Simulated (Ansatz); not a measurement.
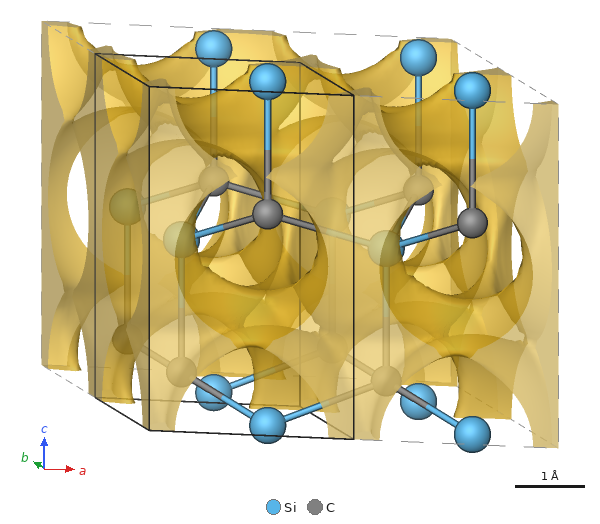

The yellow surface encloses the points that the centre of a probe sphere of radius 0.35 Å can occupy in SiC (P6_3mc, No. 186), computed on a grid of about 0.13 Å (2×2×1 cells shown, view slightly off an axis; pale faces close the region where the box cuts it).

The atoms' radii are covalent radii (Cordero): Si 1.11 Å, C 0.76 Å.

The cell is taken from a calculation's input that goes back to an entry of the Crystallography Open Database (an earlier step may have relaxed or displaced it).

```xyz
4
Lattice="3.0760 0.0000 0.0000 -1.5380 2.6639 0.0000 0.0000 0.0000 5.0480" Properties=species:S:1:pos:R:3 pbc="T T T"
Si    1.5380    0.8880    0.0000
Si    0.0000    1.7759    2.5240
C     1.5380    0.8880    3.1045
C     0.0000    1.7759    0.5805
```

**Is the space open to the probe made of pockets or channels?**

Where they connect, they form a three-dimensional network.

**What share of the cell can the probe's centre reach?**

About 25 % of the volume (11 Å³ of 41.4 Å³).

**Give the largest included and the largest free sphere.**

The largest sphere that fits anywhere has a diameter of 2.14 Å; the largest that can travel through the crystal, about 1.3 Å.

**How does the connectivity change as the probe shrinks?**

Below a radius of about 0.67 Å the space forms one-dimensional channels along [001]. Below a radius of about 0.63 Å the space forms a three-dimensional network. These are grid estimates, good to about 0.05 Å.
